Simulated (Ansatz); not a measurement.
Run report: Al, geometry relaxation (part 2 of 2)

Continued. System: Al (slab, 12 atoms in the cell). Method: DFT PBE, scalar-relativistic, plane waves, PAW, no spin polarisation (Ansatz 0.2.0); cutoff 420 eV, 6×6×1 k-mesh, Gaussian smearing of 0.1 eV. The structure derives from an entry of the Crystallography Open Database. The input holds or restrains some coordinates. Forces given for the steps count only the free coordinates. It belongs to a series of runs on one base structure; here: clean slab, lower half held.

Geometry of the input (Å; fractional positions):
```
5.7143  0.0000  0.0000
-2.8572  4.9487  0.0000
0.0000  0.0000  21.6657
Al 0.3333  0.1667  0.3923
Al 0.3333  0.6667  0.3923
Al 0.8333  0.1667  0.3923
Al 0.8333  0.6667  0.3923
Al 0.6667  0.3333  0.5000
Al 0.6667  0.8333  0.5000
Al 0.1667  0.3333  0.5000
Al 0.1667  0.8333  0.5000
Al -0.0000  0.5000  0.6077
Al 0.0000  0.0000  0.6077
Al 0.5000  0.5000  0.6077
Al 0.5000  0.0000  0.6077
```

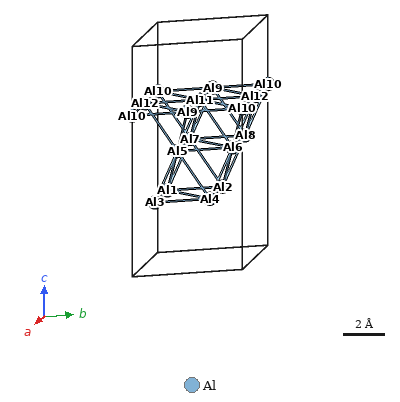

The geometry at step 1 of the log (ball-and-stick view of the cell of the calculation, with the vacuum cut short, seen slightly off an axis; atoms are numbered from 1 in the order of the input).

### Log, continued
```
SCF iter   1: F=—  HF=-6447.215006 eV  |F-HF|=—  |Δ(HF+E_count)|=         —  Δρ=1.64e-3  dr2=1.42e-1  ethr=4.09e-4  p=-0.000 e·Å  D=-3.77e-6 V/Å  ΔV_dip=0.00 eV  dr2_dipole=2.42e-2  V_vac-E_F(+/−)=3.89/3.89 eV  ⟨swp⟩=1.0  Hψ=886  notcnv=0  defer=25
efield: sawtooth ramp at fractional position 0.9800 (handed on by an earlier solve), width 0.0400; the density the first Hamiltonian is built on has a dipole p = -0.000 e·Å; the dipole correction subtracts the counter field D = -3.77e-6 V/Å, which shifts the + side's vacuum level by +0.00 eV against the − side's; the planar-averaged density in the ramp window peaks in size at 2.0e-7 e/Å³
preconditioner: auto → LDOS  [metal: Δε(μ)=0.089 eV  Ē_g=6.135 eV  σ=0.100 eV  W_gap=0.44  n_scr=52 (ndim 8)  ℏωp=9.0 eV  f_vac=0.558  D(μ)=5.27/eV (n_scr^D=8)  β→1.0]
SCF iter   2: F=—  HF=-6447.201747 eV  |F-HF|=—  |Δ(HF+E_count)|=   1.33e-2  Δρ=6.10e-4  dr2=9.44e-3  ethr=3.94e-4  p=0.006 e·Å  D=1.66e-3 V/Å  ΔV_dip=-0.04 eV  dr2_dipole=6.86e-5  V_vac-E_F(+/−)=3.85/3.89 eV  ⟨swp⟩=2.1  Hψ=248  notcnv=0  defer=25
SCF iter   3: F=—  HF=-6447.200471 eV  |F-HF|=—  |Δ(HF+E_count)|=   1.28e-3  Δρ=2.22e-4  dr2=2.01e-3  ethr=2.62e-5  p=0.001 e·Å  D=2.50e-4 V/Å  ΔV_dip=-0.01 eV  dr2_dipole=5.28e-5  V_vac-E_F(+/−)=3.92/3.93 eV  ⟨swp⟩=2.0  Hψ=307  notcnv=0  defer=25
SCF iter   4: F=—  HF=-6447.200324 eV  |F-HF|=—  |Δ(HF+E_count)|=   1.47e-4  Δρ=7.85e-5  dr2=3.09e-4  ethr=5.57e-6  p=0.000 e·Å  D=1.09e-4 V/Å  ΔV_dip=-0.00 eV  dr2_dipole=4.01e-5  V_vac-E_F(+/−)=3.92/3.92 eV  ⟨swp⟩=2.1  Hψ=256  notcnv=0  defer=25
SCF iter   5: F=—  HF=-6447.200318 eV  |F-HF|=—  |Δ(HF+E_count)|=   6.06e-6  Δρ=2.36e-5  dr2=1.21e-5  ethr=8.57e-7  p=-0.000 e·Å  D=-7.89e-6 V/Å  ΔV_dip=0.00 eV  dr2_dipole=5.10e-10  V_vac-E_F(+/−)=3.92/3.92 eV  ⟨swp⟩=2.1  Hψ=267  notcnv=0  defer=25
SCF iter   6: F=—  HF=-6447.200235 eV  |F-HF|=—  |Δ(HF+E_count)|=   8.25e-5  Δρ=5.17e-6  dr2=6.46e-7  ethr=3.37e-8  p=-0.000 e·Å  D=-1.99e-5 V/Å  ΔV_dip=0.00 eV  dr2_dipole=1.32e-7  V_vac-E_F(+/−)=3.92/3.92 eV  ⟨swp⟩=2.6  Hψ=365  notcnv=0  defer=25
iter 7 did not close the SCF: its close was put off until two iterations running show no level that it waits for move by more than its bar (scf_convergence_deferred on its scf_iter line)
SCF iter   7: F=-6447.200236 eV  HF=-6447.200236 eV  |F-HF|=2.85e-8  |Δ(HF+E_count)|=   4.66e-7  Δρ=1.02e-6  dr2=1.60e-8  ethr=2.78e-10  p=-0.000 e·Å  D=-3.13e-5 V/Å  ΔV_dip=0.00 eV  dr2_dipole=1.73e-9  V_vac-E_F(+/−)=3.92/3.92 eV  ⟨swp⟩=22.0  Hψ=1940  notcnv=0
iter 8 did not close the SCF: its close was put off until two iterations running show no level that it waits for move by more than its bar (scf_convergence_deferred on its scf_iter line)
SCF iter   8: F=-6447.200236 eV  HF=-6447.200236 eV  |F-HF|=2.19e-9  |Δ(HF+E_count)|=   3.71e-8  Δρ=2.28e-7  dr2=1.00e-9  ethr=4.45e-11  p=-0.000 e·Å  D=-3.55e-5 V/Å  ΔV_dip=0.00 eV  dr2_dipole=1.35e-10  V_vac-E_F(+/−)=3.92/3.92 eV  ⟨swp⟩=8.3  Hψ=1298  notcnv=0
SCF iter   9: F=-6447.200236 eV  HF=-6447.200236 eV  |F-HF|=1.27e-10  |Δ(HF+E_count)|=   2.79e-9  Δρ=4.81e-8  dr2=9.68e-11  ethr=2.78e-12  p=-0.000 e·Å  D=-3.57e-5 V/Å  ΔV_dip=0.00 eV  dr2_dipole=5.40e-12  V_vac-E_F(+/−)=3.92/3.92 eV  ⟨swp⟩=7.0  Hψ=1147  notcnv=0
SCF 2 converged in 9 iterations: F = -6447.200236 eV  dr2 = 9.68e-11
  greatest PAW one-centre occupation: 0.463 electrons in one spin orbital (limit 2), on the Al atom at site 11 (counted from 0), in its partial waves of l = 0
relax step   2: F+E_penalty+E_count = -6447.20023586 eV  Δ(F+E_penalty+E_count) = -1.158e-2 eV  max|allowed force component| = 4.662e-2 eV/Å  Δτ_max = 0.0893 Å  (9 SCF iters, accepted)
SCF iter   1: F=—  HF=-6447.203255 eV  |F-HF|=—  |Δ(HF+E_count)|=         —  Δρ=4.48e-4  dr2=1.03e-2  ethr=3.08e-4  p=-0.000 e·Å  D=-3.57e-5 V/Å  ΔV_dip=0.00 eV  dr2_dipole=1.75e-3  V_vac-E_F(+/−)=3.92/3.92 eV  ⟨swp⟩=2.0  Hψ=485  notcnv=0  defer=25
efield: sawtooth ramp at fractional position 0.9800 (handed on by an earlier solve), width 0.0400; the density the first Hamiltonian is built on has a dipole p = -0.000 e·Å; the dipole correction subtracts the counter field D = -3.57e-5 V/Å, which shifts the + side's vacuum level by +0.00 eV against the − side's; the planar-averaged density in the ramp window peaks in size at 5.1e-8 e/Å³
preconditioner: auto → LDOS  [metal: Δε(μ)=0.066 eV  Ē_g=6.101 eV  σ=0.100 eV  W_gap=0.35  n_scr=52 (ndim 8)  ℏωp=9.0 eV  f_vac=0.552  D(μ)=6.41/eV (n_scr^D=26)  β→1.0]
SCF iter   2: F=—  HF=-6447.202241 eV  |F-HF|=—  |Δ(HF+E_count)|=   1.01e-3  Δρ=1.55e-4  dr2=7.43e-4  ethr=2.85e-5  p=-0.001 e·Å  D=-3.06e-4 V/Å  ΔV_dip=0.01 eV  dr2_dipole=1.35e-4  V_vac-E_F(+/−)=3.93/3.92 eV  ⟨swp⟩=1.1  Hψ=286  notcnv=0  defer=25
SCF iter   3: F=—  HF=-6447.202169 eV  |F-HF|=—  |Δ(HF+E_count)|=   7.24e-5  Δρ=6.86e-5  dr2=1.50e-4  ethr=2.06e-6  p=-0.000 e·Å  D=-5.90e-5 V/Å  ΔV_dip=0.00 eV  dr2_dipole=2.14e-7  V_vac-E_F(+/−)=3.91/3.91 eV  ⟨swp⟩=2.1  Hψ=316  notcnv=0  defer=25
SCF iter   4: F=—  HF=-6447.202163 eV  |F-HF|=—  |Δ(HF+E_count)|=   5.19e-6  Δρ=1.60e-5  dr2=1.13e-5  ethr=4.16e-7  p=-0.000 e·Å  D=-6.78e-5 V/Å  ΔV_dip=0.00 eV  dr2_dipole=1.52e-6  V_vac-E_F(+/−)=3.92/3.91 eV  ⟨swp⟩=2.1  Hψ=252  notcnv=0  defer=25
SCF iter   5: F=—  HF=-6447.202217 eV  |F-HF|=—  |Δ(HF+E_count)|=   5.34e-5  Δρ=5.39e-6  dr2=5.92e-7  ethr=3.13e-8  p=-0.000 e·Å  D=-2.08e-5 V/Å  ΔV_dip=0.00 eV  dr2_dipole=6.44e-8  V_vac-E_F(+/−)=3.92/3.91 eV  ⟨swp⟩=2.3  Hψ=308  notcnv=0  defer=25
SCF iter   6: F=-6447.202217 eV  HF=-6447.202217 eV  |F-HF|=5.05e-8  |Δ(HF+E_count)|=   3.39e-7  Δρ=1.48e-6  dr2=3.31e-8  ethr=2.78e-10  p=-0.000 e·Å  D=-1.12e-5 V/Å  ΔV_dip=0.00 eV  dr2_dipole=1.87e-9  V_vac-E_F(+/−)=3.91/3.91 eV  ⟨swp⟩=20.7  Hψ=1892  notcnv=0
SCF 3 converged in 6 iterations: F = -6447.202217 eV  dr2 = 3.31e-8
relax step   3: F+E_penalty+E_count = -6447.20221727 eV  Δ(F+E_penalty+E_count) = -1.981e-3 eV  max|allowed force component| = 2.985e-3 eV/Å  Δτ_max = 0.0252 Å  (6 SCF iters, accepted)
WARN: The input density's exchange-correlation potential varies sharply where the density is thin. Do not read a vacuum level from v_tot or v_xc, or from such a field of the output density. On a cell that repeats whose density bears no net charge and no dipole along the vacuum's axis use v_es (v_loc + v_h of the components); under efield.dipole_correction with no amplitude use v_es + v_field, which holds any external_charges[].barrier, or the levels of the report's work_function block, which leave it out; under a non-zero efield.amplitude the vacuum is tilted and has no level; on a cell that repeats and bears such a dipole with no correction it is tilted too, and efield.dipole_correction with no amplitude gives each side of its ramp a level where efield: is served; in a cell that repeats whose density bears a net charge (total_charge, or a fill off its count) it is curved and has none; of a slab under crystal.periodic whose density bears no net charge use v_es, which has a level on each side, short of where the two are joined; of another it falls or rises all the way out and has none; of a slab beside external_charges read slab_vacuum_level instead, which it has where they leave it neutral. The grid or the basis barely resolves most such structure, and the values can differ between equally converged runs; as a rule a tighter scf.convergence.dr2_threshold does not remove it. Where the density itself ripples (under the LDA too) a higher basis.ecutwfc lessens it. The files hold the spikes' plane waves up to the density's cutoff. Files: v_tot and the like, and their columns of v_z.tsv (output.write_potential); v_xc and the like, and their columns of v_comp_z.tsv (output.write_potential_components); where files of the output density stand in their place, no point of their own thin density is over the threshold below, and this is of outcome.potential() and, of a run that writes arrays (npy), the arrays of these names. Measured: with its Gaussian average of σ = 0.25 Å subtracted twice, the exchange-correlation potential is over 0.1 eV at 4 of the grid points where the equally averaged density (valence and model cores) is under 1e-3 e/Å³, and 0.155 eV at the most among them, at an averaged density of 1.1e-7 e/Å³. See output.write_potential in the manual, Limitations
SCF converged after 6 iterations
Free energy (F): -6447.202217 eV
Harris-Foulkes:  -6447.202217 eV  (|F-HF|=5.05e-8)
Internal energy: -6447.171068 eV  (E = F + TS)
E sigma→0 (E₀):  -6447.186642 eV
Entropy (-TS):   -0.031150 eV (-2.596 meV/atom)
Fermi energy:    -0.046910 eV
Dipole field:    D = -0.000044 V/Å  (p = -0.000150 e·Å, saw-weighted, corrected)
Work function:   Φ+ = 3.9152 eV   Φ− = 3.9142 eV
Levels:          The Fermi level and band energies are counted from a zero that moves with the ramp; work functions are not
--- Per-component energies (eV) ---
  E_band       = -148.887127
  E_kinetic    = 260.702236
  E_local      = -6902.800288  (includes V_loc(G=0)·N_el)
  E_nonlocal   = 125.942689
  E_hartree    = 3374.101817
  E_xc         = -469.179803
  E_vxc        = -337.132204  (∫ρ·V_xc dr)
  E_paw        = -5607.805221  (= ΣΔE_a)
  E_vpaw       = -43.796599  (= ΣTr[D̂ρ^β])
  E_aug_tail   = -0.000026  (compensation charges beyond the density's cutoff)
  E_efield     = 0.000000  (sawtooth field / dipole correction)
  E_vefield    = -0.000051  (∫n·V_field dr)
  E_ewald      = 2771.867528
  E_smearing   = -0.031150  (= −TS)
  E_closure    = -0.000000  (closes the sum)
  Σ components = -6447.202217   (vs F -6447.202217, Δ=0.00e0)
--- Forces (eV/Å), atoms counted from 1 ---
  atom   1  Al    -0.00000000    -0.00000000     0.00366020
  atom   2  Al    -0.00000000    -0.00000000     0.00366020
  atom   3  Al    -0.00000000    -0.00000000     0.00366020
  atom   4  Al     0.00000000    -0.00000000     0.00366020
  atom   5  Al    -0.00000000    -0.00000000    -0.00066163
  atom   6  Al    -0.00000000    -0.00000000    -0.00066163
  atom   7  Al    -0.00000000    -0.00000000    -0.00066163
  atom   8  Al    -0.00000000    -0.00000000    -0.00066163
  atom   9  Al     0.00000000     0.00000000    -0.00298466
  atom  10  Al    -0.00000000     0.00000000    -0.00298466
  atom  11  Al     0.00000000     0.00000000    -0.00298466
  atom  12  Al    -0.00000000     0.00000000    -0.00298466
  max |Σ_I F_I| component: 5.57e-5 eV/Å
--- Band table (eV; the first three rows and the last of 7) ---
  k-point 0: bands = ["-10.6117", "-8.9051", "-6.2058", "-4.7391", "-4.7391", "-4.7391", "-4.7074", "-4.7074", "-4.7074", "-3.3281", "-3.3281", "-3.3281", "-3.1002", "-2.7828", "-2.7828", "-2.7828", "-0.4333", "-0.4333", "-0.4333", "-0.1977", "-0.1977", "-0.1977", "0.4556", "2.5494", "2.5494", "2.5494", "2.5974", "2.5974", "2.5974", "2.9072"]
  k-point 1: bands = ["-10.4445", "-8.7391", "-6.4921", "-6.0403", "-5.5229", "-5.5229", "-4.8273", "-3.8857", "-3.8857", "-3.6213", "-3.6213", "-2.9428", "-2.7807", "-2.0305", "-1.9640", "-1.9640", "-1.0404", "-1.0404", "-0.8849", "0.6125", "0.7387", "0.7387", "0.8372", "1.7286", "1.8141", "1.8141", "3.0690", "3.5801", "3.5801", "3.8473"]
  k-point 2: bands = ["-9.9441", "-8.2426", "-7.9606", "-6.2764", "-6.0060", "-6.0060", "-5.5457", "-4.3480", "-4.3480", "-3.6071", "-2.4710", "-2.3154", "-2.3154", "-1.5681", "-1.5681", "-0.6893", "-0.4301", "-0.4301", "-0.1384", "1.0741", "1.1478", "1.1478", "1.3912", "1.6419", "1.6419", "2.3181", "2.3181", "3.0980", "3.3908", "3.3908"]
  k-point 6: bands = ["-8.6186", "-8.6186", "-8.6186", "-6.9280", "-6.9280", "-6.9280", "-4.2429", "-4.2429", "-4.2429", "-2.8467", "-2.8467", "-2.7789", "-1.7032", "-1.2217", "-1.2217", "-1.2217", "-0.9133", "-0.9132", "1.5912", "1.5912", "1.9807", "2.0463", "2.0463", "2.0463", "2.7652", "2.7652", "2.7652", "3.2899", "3.2899", "3.2899"]
--- Relaxed structure (3 steps of the walk, 3 accepted, 0 SCFs on fresh bases) ---
  F+E_penalty+E_count = -6447.20221727 eV   max|allowed force component| = 2.985e-3 eV/Å
  atoms:
    - { symbol: Al, position: [0.33333333333333337, 0.16666666666666666, 0.39232503900000004] }
    - { symbol: Al, position: [0.33333333333333337, 0.6666666666666666, 0.39232503900000004] }
    - { symbol: Al, position: [0.8333333333333334, 0.16666666666666666, 0.39232503900000004] }
    - { symbol: Al, position: [0.8333333333333333, 0.6666666666666666, 0.39232503900000004] }
    - { symbol: Al, position: [0.6666666666666667, 0.33333333333333337, 0.4985264184181575] }
    - { symbol: Al, position: [0.6666666666666667, 0.8333333333333335, 0.4985264184181575] }
    - { symbol: Al, position: [0.16666666666666666, 0.33333333333333337, 0.4985264184181575] }
    - { symbol: Al, position: [0.16666666666666674, 0.8333333333333335, 0.4985264184181575] }
    - { symbol: Al, position: [0.0, 0.5, 0.6047167603066569] }
    - { symbol: Al, position: [-8.301493973692334e-19, 5.383608231783164e-34, 0.6047167603066569] }
    - { symbol: Al, position: [0.5, 0.5, 0.6047167603066569] }
    - { symbol: Al, position: [0.5, 5.2538827322221235e-34, 0.6047167603066569] }
```

### Trajectory as extended XYZ (Å, eV, eV/Å), 3 frames, from step=1 to step=3
```
12
Lattice="5.7143 0.0000 0.0000 -2.8572 4.9487 0.0000 0.0000 0.0000 21.6657" Properties=species:S:1:pos:R:3:forces:R:3 step=1 energy=-6447.18866
Al    1.4286    0.8248    8.5000    0.0000   0.0000   0.0968
Al    0.0000    3.2992    8.5000    0.0000   0.0000   0.0968
Al    4.2857    0.8248    8.5000    0.0000   0.0000   0.0968
Al    2.8572    3.2992    8.5000    0.0000   0.0000   0.0968
Al    2.8572    1.6496   10.8329    0.0000   0.0000   0.0002
Al    1.4286    4.1239   10.8329    0.0000   0.0000   0.0002
Al    0.0000    1.6496   10.8329    0.0000   0.0000   0.0002
Al   -1.4286    4.1239   10.8329    0.0000   0.0000   0.0002
Al   -1.4286    2.4744   13.1657    0.0000   0.0000  -0.0970
Al    0.0000    0.0000   13.1657    0.0000   0.0000  -0.0970
Al    1.4286    2.4744   13.1657    0.0000   0.0000  -0.0970
Al    2.8572    0.0000   13.1657    0.0000   0.0000  -0.0970
12
Lattice="5.7143 0.0000 0.0000 -2.8572 4.9487 0.0000 0.0000 0.0000 21.6657" Properties=species:S:1:pos:R:3:forces:R:3 step=2 energy=-6447.20024
Al    1.4286    0.8248    8.5000    0.0000   0.0000  -0.0395
Al    0.0000    3.2992    8.5000    0.0000   0.0000  -0.0395
Al    4.2857    0.8248    8.5000    0.0000   0.0000  -0.0395
Al    2.8572    3.2992    8.5000    0.0000   0.0000  -0.0395
Al    2.8572    1.6496   10.7894    0.0000   0.0000  -0.0071
Al    1.4286    4.1239   10.7894    0.0000   0.0000  -0.0071
Al    0.0000    1.6496   10.7894    0.0000   0.0000  -0.0071
Al   -1.4286    4.1239   10.7894    0.0000   0.0000  -0.0071
Al   -1.4286    2.4744   13.0764    0.0000   0.0000   0.0466
Al    0.0000    0.0000   13.0764    0.0000   0.0000   0.0466
Al    1.4286    2.4744   13.0764    0.0000   0.0000   0.0466
Al    2.8572    0.0000   13.0764    0.0000   0.0000   0.0466
12
Lattice="5.7143 0.0000 0.0000 -2.8572 4.9487 0.0000 0.0000 0.0000 21.6657" Properties=species:S:1:pos:R:3:forces:R:3 step=3 energy=-6447.20222
Al    1.4286    0.8248    8.5000    0.0000   0.0000   0.0037
Al    0.0000    3.2992    8.5000    0.0000   0.0000   0.0037
Al    4.2857    0.8248    8.5000    0.0000   0.0000   0.0037
Al    2.8572    3.2992    8.5000    0.0000   0.0000   0.0037
Al    2.8572    1.6496   10.8009    0.0000   0.0000  -0.0007
Al    1.4286    4.1239   10.8009    0.0000   0.0000  -0.0007
Al    0.0000    1.6496   10.8009    0.0000   0.0000  -0.0007
Al   -1.4286    4.1239   10.8009    0.0000   0.0000  -0.0007
Al   -1.4286    2.4744   13.1016    0.0000   0.0000  -0.0030
Al    0.0000    0.0000   13.1016    0.0000   0.0000  -0.0030
Al    1.4286    2.4744   13.1016    0.0000   0.0000  -0.0030
Al    2.8572    0.0000   13.1016    0.0000   0.0000  -0.0030
```

### Results in brief

```tsv
quantity	value
outcome	converged under the restraints of the input
electrons treated	36
free energy	−6447.2022 eV
work function, top face	3.92 eV
work function, bottom face	3.91 eV
Fermi energy	−0.047 eV
gap on the k-point mesh	none (metallic)
final volume	612.67 Å³
work function (upper face)	3.92 eV
largest force (length of the vector) at the end, held atoms and coordinates included	0.004 eV/Å
hardware	4 threads of Arm Neoverse V2, 24 GiB of memory available, shared host
wall time	9.5 s (CPU time 36 s)
peak memory	0.81 GiB
```

Warnings of the run: the exchange-correlation potential is rough where the density is thin.
